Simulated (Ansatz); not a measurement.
# Calculations on CF4

## 1. Relaxation

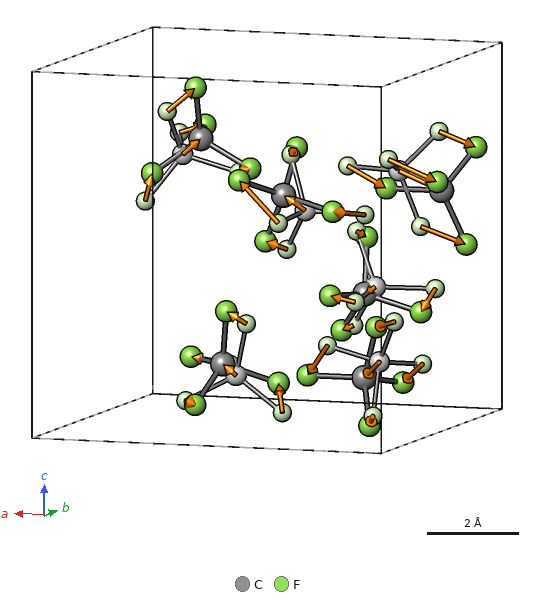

This is a relaxation of an amorphous cell of composition CF4. The starting structure is drawn faded, the final one solid; orange arrows show the displacements, at their true length.

The picture is a ball-and-stick view of the cell of the calculation, seen from a free direction.

The cell holds 6 CF4. The run prepares the start of a later molecular dynamics calculation, from a guessed geometry.

These are results of Ansatz, DFT PBE-D3(BJ), scalar-relativistic, plane waves, PAW, not measurements.

Input
```yaml
accuracy: low
crystal:
  lattice:
    - [8.173302, 0.0, 0.0]
    - [0.0, 8.173302, 0.0]
    - [0.0, 0.0, 8.173302]
  atoms:
    - { symbol: C, position: [0.7593378, 0.9944553, 0.0608014] }
    - { symbol: F, position: [0.6440716, 1.0444295, -0.0424719] }
    - { symbol: F, position: [0.7252902, 0.8436188, 0.1111818] }
    - { symbol: F, position: [0.9035382, 0.9952388, -0.0143964] }
    - { symbol: F, position: [0.7644511, 1.094534, 0.1888919] }
    - { symbol: C, position: [0.3016571, 0.8570689, 0.1332511] }
    - { symbol: F, position: [0.3051672, 0.990377, 0.2263408] }
    - { symbol: F, position: [0.3337152, 0.8977438, -0.0209141] }
    - { symbol: F, position: [0.413474, 0.7513042, 0.1857858] }
    - { symbol: F, position: [0.154272, 0.7888504, 0.1417919] }
    - { symbol: C, position: [0.1976122, 0.7182891, 0.6759018] }
    - { symbol: F, position: [0.0808995, 0.7127962, 0.7890258] }
    - { symbol: F, position: [0.1307476, 0.7043798, 0.5283052] }
    - { symbol: F, position: [0.2767048, 0.8600008, 0.6864492] }
    - { symbol: F, position: [0.302097, 0.5959797, 0.6998269] }
    - { symbol: C, position: [0.7124, 0.4164586, 0.7358432] }
    - { symbol: F, position: [0.7911523, 0.5159748, 0.837547] }
    - { symbol: F, position: [0.6744241, 0.278651, 0.8134059] }
    - { symbol: F, position: [0.576275, 0.488698, 0.6838765] }
    - { symbol: F, position: [0.8077485, 0.3825104, 0.6085433] }
    - { symbol: C, position: [0.1285476, 0.3229959, 0.4100752] }
    - { symbol: F, position: [-0.0259141, 0.3737027, 0.4056622] }
    - { symbol: F, position: [0.1708882, 0.2914911, 0.5639056] }
    - { symbol: F, position: [0.1438116, 0.1878613, 0.3208859] }
    - { symbol: F, position: [0.2254047, 0.4389284, 0.3498471] }
    - { symbol: C, position: [0.5547493, 0.975748, 0.5213227] }
    - { symbol: F, position: [0.5605553, 0.84021, 0.43163] }
    - { symbol: F, position: [0.4076576, 1.043712, 0.5073934] }
    - { symbol: F, position: [0.5828776, 0.9388505, 0.6771959] }
    - { symbol: F, position: [0.6679066, 1.0802197, 0.4690717] }
basis:
  ecutwfc: 420.0
kpoints:
  mp_grid: { grid: [1, 1, 1] }
hamiltonian:
  xc: pbe
  dispersion: d3bj
scf:
  occupations: { method: fermi_dirac, width: 0.05 }
  lower_state_search: "off"
relax:
  f_tol: 0.3
  max_steps: 15
  adjacent_minimum: "off"
```

Launched with:
```bash
ansatz run input.yaml --threads 1 --pin off --max-ram 3072MiB --backend cpu --events-out ev --progress --plain --runs-dir out
```

Q: Describe the change and its energy.

A: The energy falls by 1.489 eV per cell of the calculation in 8 accepted moves (9 points after the start). Largest force component: 0.87 eV/Å at the start, 0.22 eV/Å at the end. 1 step only repeated the SCF at the same geometry. The largest move is that of F30, 1.30 Å along [3 −1 3]. By element the largest moves are F 1.30 Å, C 1.07 Å. The lattice vectors keep their values. Among the contacts that change: C11–F12 1.329 → 1.337 Å, C11–F14 1.329 → 1.335 Å. The run took 13 s on 1 thread of AMD EPYC 9R45 96-Core Processor (Zen 5), with other jobs on the host, peak memory 0.61 GiB.

Limits of the set-up: the program's low-accuracy preset was used; the periodic images lie only 8.2 Å apart, so the values are limited by the cell's size.

## 2. Dynamics

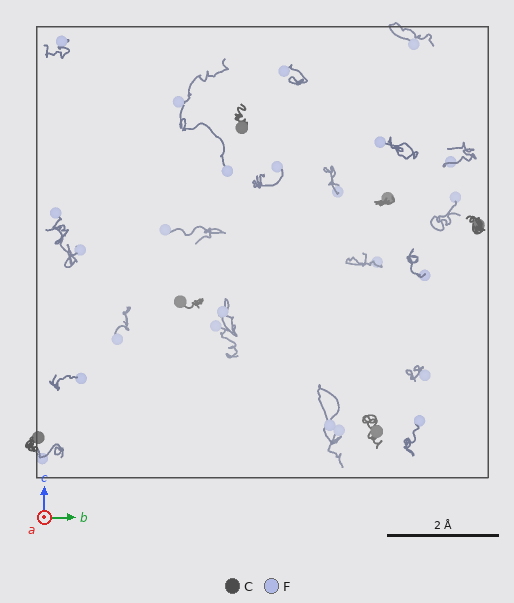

A Born-Oppenheimer molecular dynamics run of a periodic cell with 6 CF4 at 1.606 g/cm³, 300 fs long. Lines trace each atom's path, in the colour of its element; spheres stand at the starting positions. Seen along the a axis in the simulation cell.

Theory: DFT PBE-D3(BJ), scalar-relativistic, plane waves, PAW in Ansatz 0.2.0. Set-up: plane-wave cutoff 420 eV; k-point mesh 1 × 1 × 1; Fermi-Dirac smearing 0.05 eV; low-accuracy preset; Langevin thermostat (NVT); set temperature 700 K; time step 1 fs; friction 0.02 per fs.

Input file:
```yaml
accuracy: low
crystal:
  lattice:
    - [8.173302, 0.0, 0.0]
    - [0.0, 8.173302, 0.0]
    - [0.0, 0.0, 8.173302]
  atoms:
    - { symbol: C, position: [0.80071173, 1.00319713, 0.08910969] }
    - { symbol: F, position: [0.6438793, 1.01214428, 0.04268955] }
    - { symbol: F, position: [0.83816384, 0.84805597, 0.12629838] }
    - { symbol: F, position: [0.89749972, 1.05499655, -0.03283995] }
    - { symbol: F, position: [0.82323902, 1.0981553, 0.22014344] }
    - { symbol: C, position: [0.30951423, 0.75349594, 0.10252437] }
    - { symbol: F, position: [0.31169308, 0.86011493, 0.22714514] }
    - { symbol: F, position: [0.3224246, 0.83544214, -0.0391603] }
    - { symbol: F, position: [0.43517052, 0.64925144, 0.11644756] }
    - { symbol: F, position: [0.16889682, 0.66988313, 0.10526811] }
    - { symbol: C, position: [0.09598642, 0.77751501, 0.61933997] }
    - { symbol: F, position: [-0.00871769, 0.76073473, 0.7438556] }
    - { symbol: F, position: [0.01676338, 0.75400063, 0.47812405] }
    - { symbol: F, position: [0.16000712, 0.92771611, 0.62151254] }
    - { symbol: F, position: [0.21565062, 0.66690523, 0.63369873] }
    - { symbol: C, position: [0.67353003, 0.45435371, 0.7759156] }
    - { symbol: F, position: [0.72098906, 0.54788976, 0.90130865] }
    - { symbol: F, position: [0.61208567, 0.31393051, 0.83329245] }
    - { symbol: F, position: [0.5589336, 0.5324444, 0.68935671] }
    - { symbol: F, position: [0.80202358, 0.42240069, 0.67979044] }
    - { symbol: C, position: [0.15651105, 0.31778833, 0.39031662] }
    - { symbol: F, position: [0.02336139, 0.39658602, 0.33653661] }
    - { symbol: F, position: [0.13943806, 0.28454373, 0.54980726] }
    - { symbol: F, position: [0.17494898, 0.17850344, 0.30702037] }
    - { symbol: F, position: [0.28881425, 0.41188958, 0.36810624] }
    - { symbol: C, position: [0.61789831, 0.9784967, 0.55998617] }
    - { symbol: F, position: [0.62852216, 0.85955264, 0.44854887] }
    - { symbol: F, position: [0.5176678, 1.09612465, 0.50486513] }
    - { symbol: F, position: [0.55889947, 0.91716301, 0.70010373] }
    - { symbol: F, position: [0.76701365, 1.041803, 0.58686507] }
basis:
  ecutwfc: 420.0
kpoints:
  mp_grid: { grid: [1, 1, 1] }
hamiltonian:
  xc: pbe
  dispersion: d3bj
scf:
  occupations: { method: fermi_dirac, width: 0.05 }
  lower_state_search: "off"
md:
  timestep: 1
  n_steps: 300
  ensemble: nvt_langevin
  temperature: 700.0
  initial_velocities: maxwell_boltzmann
  seed: 389474
  friction: 0.02
```

Launched with:
```bash
ansatz run input.yaml --threads 1 --pin off --max-ram 3072MiB --backend cpu --events-out ev --progress --plain --runs-dir out
```

Question: How do the atoms move?

Answer: In the second half of the run the atoms are, in the root-mean-square, this far from where they began (common drift taken out): F 0.63 Å, C 0.39 Å. The heavy atoms stay within a fraction of a molecule's size of their starting places; so short a run doesn't tell a liquid from a solid.

Limits of the set-up: the program's low-accuracy preset was used; the periodic images lie only 8.2 Å apart, so the values are limited by the cell's size.

The run took 5.7 min on 1 thread of AMD EPYC 9R45 96-Core Processor (Zen 5) (shared host), peak memory 0.67 GiB.

## 3. Dynamics

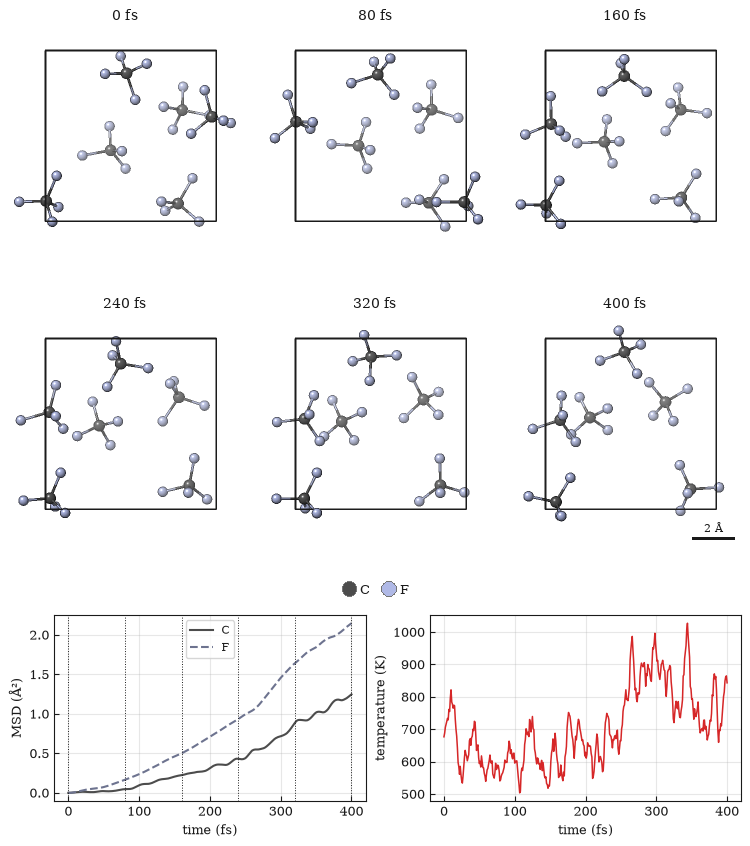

A Born-Oppenheimer molecular dynamics run of a periodic cell with 6 CF4 at 1.606 g/cm³, 400 fs long. It starts from the last geometry of an earlier run, with fresh velocities. Frames and the history of the run. A ball-and-stick model of the simulation cell, seen along the a axis. Atoms that leave the cell re-enter on the other side.

The calculation used DFT PBE-D3(BJ), scalar-relativistic, plane waves, PAW in Ansatz 0.2.0. Set-up: plane-wave cutoff 420 eV; k-point mesh 1 × 1 × 1; Fermi-Dirac smearing 0.05 eV; low-accuracy preset; Langevin thermostat (NVT); set temperature 700 K; time step 1 fs; friction 0.01 per fs.

> Describe the run.

Over the second half the temperature averages 778 K (spread ±107 K). The potential energy in the second half lies on average 9.0 meV per atom below the first frame. Root-mean-square distances from the starting positions over the second half, with the common drift of all atoms taken out: F 1.19 Å, C 0.86 Å. The molecules turn and drift from their places.

Limits of the set-up: the program's low-accuracy preset was used; the periodic images lie only 8.2 Å apart, so the values are limited by the cell's size.
